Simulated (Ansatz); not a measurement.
## Run report: Ga4P, single-point calculation

The run: single-point calculation of Ga4P (P4/nbm, 10 atoms in the cell). Method and program: DFT, PBE, plane waves, PAW, no spin polarisation (Ansatz 0.2.0).

The structure was made by a generator, so it may or may not be a known phase.

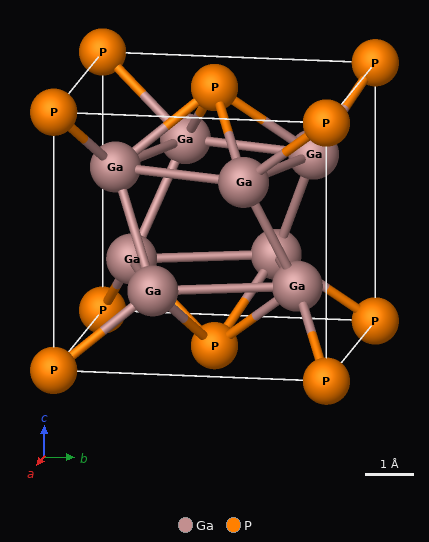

Fig. 1: The input geometry (ball-and-stick view of the cell of the calculation, seen slightly off an axis). An atom can appear more than once, as a periodic image.

## Summary

```json
{"quantity": "outcome", "value": "converged"}
{"quantity": "space group (tolerance 0.01 Å)", "value": "P4/nbm (125)"}
{"quantity": "electrons treated", "value": "114"}
{"quantity": "free energy", "value": "−31775.1504 eV"}
{"quantity": "Fermi energy", "value": "9.234 eV"}
{"quantity": "gap on the k-point mesh", "value": "none (metallic)"}
{"quantity": "pressure", "value": "0.06 GPa"}
{"quantity": "largest force (length of the vector)", "value": "0.019 eV/Å"}
{"quantity": "hardware", "value": "1 thread of AMD EPYC (Zen 3), 189 GiB of memory available, shared host"}
{"quantity": "wall time", "value": "41 s"}
{"quantity": "peak memory", "value": "0.56 GiB"}
```

## Notes

Settings chosen away from the usual ones: kpoints.mp_grid.shift set to [0.5, 0.5, 0.5]; scf.initial_density.chi_scale set to 0.1.

## The input
```yaml
crystal:
  lattice:
    - [5.8369200329, 0.0, 0.0]
    - [0.0, 5.8369200329, 0.0]
    - [0.0, 0.0, 5.5764440203]
  atoms:
    - { symbol: Ga, position: [0.6664066481, 0.8335933519, 0.2829391019] }
    - { symbol: Ga, position: [0.8335933519, 0.3335933519, 0.2829391019] }
    - { symbol: Ga, position: [0.1664066481, 0.3335933519, 0.7170608981] }
    - { symbol: Ga, position: [0.8335933519, 0.6664066481, 0.7170608981] }
    - { symbol: Ga, position: [0.6664066481, 0.1664066481, 0.7170608981] }
    - { symbol: Ga, position: [0.3335933519, 0.8335933519, 0.7170608981] }
    - { symbol: Ga, position: [0.3335933519, 0.1664066481, 0.2829391019] }
    - { symbol: Ga, position: [0.1664066481, 0.6664066481, 0.2829391019] }
    - { symbol: P, position: [0.5, 0.5, 0.0] }
    - { symbol: P, position: [0.0, 0.0, 0.0] }
basis:
  ecutwfc: 420
kpoints:
  mp_grid: { grid: [6, 6, 8], shift: [0.5, 0.5, 0.5] }
hamiltonian:
  xc: pbe
scf:
  occupations: { method: gaussian, width: 0.1 }
  initial_density: { chi_scale: 0.1 }
output:
  forces: true
  eigenvalues: true
  stress: true
```

Command:
```bash
ansatz run input.yaml --threads 1 --pin off --max-ram 2560MiB --backend cpu --events-out ev --progress --plain --runs-dir out
```

## The program's output
```
Engine: ansatz 0.2.0, x86_64-unknown-linux-gnu
Pseudopotentials: kind: paw
Pseudopotential: Ga, paw, valence charge 13, recommended cutoff 420 eV (normal), Ga.paw.azcp
Pseudopotential: P, paw, valence charge 5, recommended cutoff 420 eV (normal), P.paw.azcp
Functional definition: PBE
  parameter kappa = 0.804
  parameter beta = 0.06672455060314922
  exchange = pbe_x(kappa = kappa, mu = beta*pi^2/3)
  correlation = pbe_c(beta = beta)
Crystal: 10 atoms, lattice volume = 189.987 Å³
Basis set: ecut = 420 eV, 3759 PW (Γ), exchange–correlation on 80×80×80 points (8 copies of the dense FFT grid, shifted against one another)
Bands: 69, of which v1, the nominal top of the filled ones, is band 57 counted from 1 (56 counted from 0)
Symmetry: 16 space group operations
Space group: P4/nbm (ITA 125), of the structure as read, at distance tolerance 5.7e-5 Å
k-points: 24 of 288
Non-local potential: Ga, projectors of the file, l = 0: 2, l = 1: 2, l = 2: 3, l = 3: 1
Non-local potential: P, projectors of the file, l = 0: 2, l = 1: 2, l = 2: 2
PAW form: soft (Blöchl's): semilocal exchange-correlation on the pseudo side does not see the compensation charge
PAW one-centre angular grid: Ga, 590 points (default); XC on 64 Gauss nodes
PAW one-centre angular grid: P, 110 points (default); XC on 64 Gauss nodes
Initial density: superposition of atomic densities (chi_scale 0.1, normalization cell, long waves kept (reshape's long-wave potential 0.03 eV rms))
Initial wavefunctions: pseudopotential atomic-orbital guess
Functional: x = pbe(κ = 0.804, μ = 0.2195149727645171), c = pbe(β = 0.06672455060314922)
SCF iter   1: F=—  HF=-31775.401575 eV  |F-HF|=—  |Δ(HF+E_count)|=         —  Δρ=2.11e-2  dr2=9.95e-1  ethr=3.10e-3  ⟨swp⟩=6.3  Hψ=6224  notcnv=0
preconditioner: auto → Kerker (q_TF=auto, 2.506 Å⁻¹)  [metal: Δε(μ)=0.022 eV  Ē_g=14.288 eV  σ=0.100 eV  W_gap=0.12  n_scr=56 (ndim 8)  ℏωp=28.8 eV  f_vac=0.000  D(μ)=3.62/eV (n_scr^D=18)]
SCF iter   2: F=—  HF=-31775.230742 eV  |F-HF|=—  |Δ(HF+E_count)|=   1.71e-1  Δρ=1.38e-2  dr2=4.20e-1  ethr=8.73e-4  ⟨swp⟩=2.0  Hψ=2074  notcnv=0  defer=119
SCF iter   3: F=—  HF=-31775.170193 eV  |F-HF|=—  |Δ(HF+E_count)|=   6.05e-2  Δρ=3.72e-3  dr2=3.10e-2  ethr=3.68e-4  ⟨swp⟩=3.0  Hψ=3106  notcnv=0  defer=119
SCF iter   4: F=—  HF=-31775.150784 eV  |F-HF|=—  |Δ(HF+E_count)|=   1.94e-2  Δρ=1.38e-3  dr2=5.00e-3  ethr=2.71e-5  ⟨swp⟩=2.0  Hψ=2906  notcnv=0  defer=119
SCF iter   5: F=—  HF=-31775.150464 eV  |F-HF|=—  |Δ(HF+E_count)|=   3.20e-4  Δρ=4.33e-4  dr2=4.52e-4  ethr=4.38e-6  ⟨swp⟩=2.0  Hψ=2906  notcnv=0  defer=119
SCF iter   6: F=—  HF=-31775.150417 eV  |F-HF|=—  |Δ(HF+E_count)|=   4.70e-5  Δρ=1.31e-4  dr2=6.13e-5  ethr=3.97e-7  ⟨swp⟩=2.0  Hψ=2914  notcnv=0  defer=119
SCF iter   7: F=—  HF=-31775.150424 eV  |F-HF|=—  |Δ(HF+E_count)|=   6.39e-6  Δρ=3.90e-5  dr2=3.07e-6  ethr=5.38e-8  ⟨swp⟩=2.0  Hψ=3028  notcnv=0  defer=119
SCF iter   8: F=—  HF=-31775.150424 eV  |F-HF|=—  |Δ(HF+E_count)|=   6.66e-8  Δρ=1.00e-5  dr2=3.85e-7  ethr=2.69e-9  ⟨swp⟩=2.0  Hψ=2908  notcnv=0  defer=119
SCF iter   9: F=-31775.150424 eV  HF=-31775.150424 eV  |F-HF|=2.34e-8  |Δ(HF+E_count)|=   7.70e-8  Δρ=3.54e-6  dr2=6.33e-8  ethr=8.77e-11  ⟨swp⟩=10.9  Hψ=7751  notcnv=0
SCF 1 converged in 9 iterations: F = -31775.150424 eV  dr2 = 6.33e-8
  greatest PAW one-centre occupation: 0.995 electrons in one spin orbital (limit 2), on the Ga atom at site 7 (counted from 0), in its partial waves of l = 2
SCF converged after 9 iterations
Free energy (F): -31775.150424 eV
Harris-Foulkes:  -31775.150424 eV  (|F-HF|=2.34e-8)
Internal energy: -31775.134127 eV  (E = F + TS)
E sigma→0 (E₀):  -31775.142275 eV
Entropy (-TS):   -0.016297 eV (-1.630 meV/atom)
Fermi energy:    9.234448 eV
--- Per-component energies (eV) ---
  E_band       = -307.010575
  E_kinetic    = 1055.289719
  E_local      = -15282.947547  (includes V_loc(G=0)·N_el)
  E_nonlocal   = 3446.738470
  E_hartree    = 7161.060669
  E_xc         = -676.951329
  E_vxc        = -585.271701  (∫ρ·V_xc dr)
  E_paw        = -17024.406057  (= ΣΔE_a)
  E_vpaw       = -3262.931339  (= ΣTr[D̂ρ^β])
  E_aug_tail   = -0.000886  (compensation charges beyond the density's cutoff)
  E_ewald      = -10453.917167
  E_smearing   = -0.016297  (= −TS)
  E_closure    = -0.000000  (closes the sum)
  Σ components = -31775.150424   (vs F -31775.150424, Δ=0.00e0)
--- Forces (eV/Å), atoms counted from 1 ---
  atom   1  Ga    -0.00514060     0.00514060     0.01733028
  atom   2  Ga     0.00514060     0.00514060     0.01733028
  atom   3  Ga    -0.00514060     0.00514060    -0.01733028
  atom   4  Ga     0.00514060    -0.00514060    -0.01733028
  atom   5  Ga    -0.00514060    -0.00514060    -0.01733028
  atom   6  Ga     0.00514060     0.00514060    -0.01733028
  atom   7  Ga     0.00514060    -0.00514060     0.01733028
  atom   8  Ga    -0.00514060    -0.00514060     0.01733028
  atom   9  P      0.00000000     0.00000000    -0.00000000
  atom  10  P      0.00000000     0.00000000     0.00000000
  max |Σ_I F_I| component: 1.73e-17 eV/Å
--- Stress (GPa, compression-positive) ---
        0.120580       0.000000       0.000000
        0.000000       0.120580       0.000000
        0.000000       0.000000      -0.058008
  P = ⅓ Tr σ = 0.0611 GPa (0.611 kbar)
--- Band table (eV; the first three rows and the last of 24) ---
  k-point 0: bands = ["-5.8324", "-5.7908", "-5.7855", "-5.7571", "-5.7525", "-5.7503", "-5.7459", "-5.7385", "-5.7294", "-5.7132", "-5.7065", "-5.7032", "-5.7029", "-5.6974", "-5.6934", "-5.6919", "-5.6848", "-5.6698", "-5.6557", "-5.6517", "-5.6188", "-5.6176", "-5.6133", "-5.6124", "-5.5997", "-5.5975", "-5.5939", "-5.5840", "-5.5673", "-5.5649", "-5.5556", "-5.5479", "-5.5438", "-5.5388", "-5.5339", "-5.5103", "-5.5086", "-5.5080", "-5.4925", "-5.4888", "-3.1752", "-1.2641", "1.2977", "1.6621", "2.1787", "2.3956", "3.3372", "5.0168", "5.0825", "5.6284", "5.8051", "6.5331", "6.6740", "7.2997", "7.4015", "7.7987", "8.1391", "8.9576", "9.0569", "9.8434", "10.2626", "10.6192", "10.7214", "11.5776", "11.8430", "12.2521", "13.1343", "14.6374", "15.4568"]
  k-point 1: bands = ["-5.8184", "-5.7961", "-5.7807", "-5.7597", "-5.7569", "-5.7542", "-5.7509", "-5.7401", "-5.7280", "-5.7152", "-5.7122", "-5.7054", "-5.7049", "-5.6958", "-5.6907", "-5.6889", "-5.6825", "-5.6728", "-5.6603", "-5.6552", "-5.6331", "-5.6183", "-5.6172", "-5.6007", "-5.5980", "-5.5968", "-5.5910", "-5.5847", "-5.5671", "-5.5663", "-5.5535", "-5.5481", "-5.5438", "-5.5416", "-5.5268", "-5.5086", "-5.5045", "-5.5032", "-5.4911", "-5.4877", "-3.0844", "-1.2301", "0.5186", "1.8063", "2.3042", "3.2808", "3.4387", "4.5672", "4.8546", "5.1727", "5.7130", "6.0651", "6.3548", "7.3324", "7.9994", "8.3929", "8.4058", "8.6698", "9.6410", "9.7136", "9.9172", "10.7091", "11.2255", "11.6358", "12.5535", "12.9845", "14.0473", "14.4843", "14.8229"]
  k-point 2: bands = ["-5.8001", "-5.7924", "-5.7765", "-5.7718", "-5.7638", "-5.7552", "-5.7505", "-5.7426", "-5.7230", "-5.7167", "-5.7148", "-5.7094", "-5.7081", "-5.7011", "-5.6913", "-5.6864", "-5.6777", "-5.6771", "-5.6679", "-5.6652", "-5.6588", "-5.6156", "-5.6133", "-5.5953", "-5.5939", "-5.5890", "-5.5859", "-5.5833", "-5.5702", "-5.5671", "-5.5559", "-5.5516", "-5.5432", "-5.5400", "-5.5185", "-5.5095", "-5.4969", "-5.4959", "-5.4893", "-5.4863", "-2.9326", "-1.1805", "-0.1347", "2.0923", "2.5506", "3.4859", "3.9514", "4.0778", "4.2555", "5.2660", "5.3597", "5.9598", "6.1257", "6.9956", "7.7399", "8.2718", "9.0537", "9.3663", "9.6665", "9.9518", "10.3775", "11.0297", "12.3420", "12.4991", "12.8427", "13.4285", "13.8952", "14.0596", "14.4054"]
  k-point 23: bands = ["-5.8200", "-5.8139", "-5.8007", "-5.7939", "-5.7685", "-5.7656", "-5.7537", "-5.7477", "-5.7260", "-5.7152", "-5.7147", "-5.7141", "-5.7071", "-5.6998", "-5.6919", "-5.6819", "-5.6736", "-5.6671", "-5.6544", "-5.6488", "-5.6404", "-5.6305", "-5.6264", "-5.6170", "-5.5865", "-5.5859", "-5.5757", "-5.5725", "-5.5652", "-5.5548", "-5.5522", "-5.5462", "-5.5403", "-5.5374", "-5.5079", "-5.5021", "-5.4896", "-5.4886", "-5.4850", "-5.4809", "-1.9672", "-1.8292", "0.8386", "1.1661", "1.6967", "1.7852", "1.9480", "2.5078", "6.0616", "6.8360", "7.0627", "7.8268", "8.1701", "8.4679", "8.4862", "8.9518", "9.4180", "10.0257", "10.2871", "10.4709", "10.5682", "10.9184", "11.2464", "11.5540", "11.8013", "11.9914", "12.2025", "12.5283", "12.9008"]
```

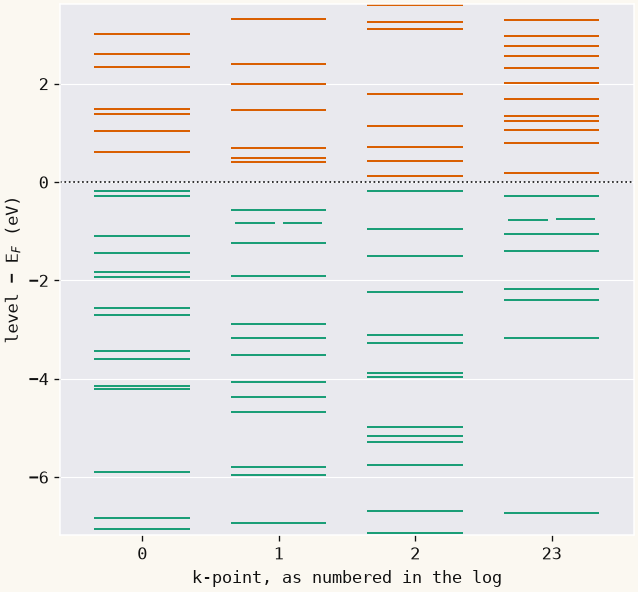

Fig. 2: Kohn–Sham levels near the Fermi level (dotted) at the few k-points that the log prints; levels within 0.02 eV of each other stand side by side. The system is metallic on the full mesh.
